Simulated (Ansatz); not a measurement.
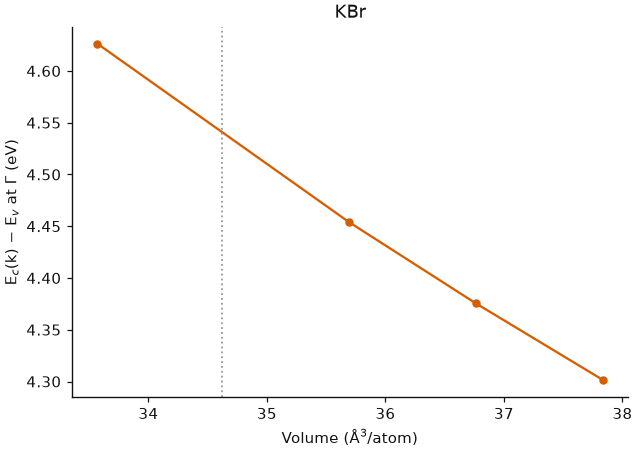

Lowest conduction level at Γ, counted from the valence-band top at Γ. One run is left out (dotted line).

System: rocksalt KBr, space group Fm-3m, 2 atoms in the primitive cell. The cell is scaled uniformly. Computed with Ansatz: PBE, Ansatz PAW set, no spin polarisation, no spin-orbit coupling, 6×6×6 k mesh, 420 eV cutoff.

```
       volume  Γ (eV)  pressure (GPa)
33.57 Å³/atom    4.63             2.1
35.69 Å³/atom    4.45             0.8
36.76 Å³/atom    4.38             0.4
37.83 Å³/atom    4.30            −0.1
```

Fill in the row for 34.62 Å³/atom.

A fit through the other points against the logarithm of the volume gives 4.54 eV at Γ (a straight line). The run itself gives 4.54 eV, within 0.01 eV of the estimate.

What is the deformation potential dE/d ln V?

A straight line against ln V has a slope of −2.7 eV at Γ.

Spin-orbit coupling is left out, which matters for Br. LDA, GGA and most meta-GGA functionals understate gaps.
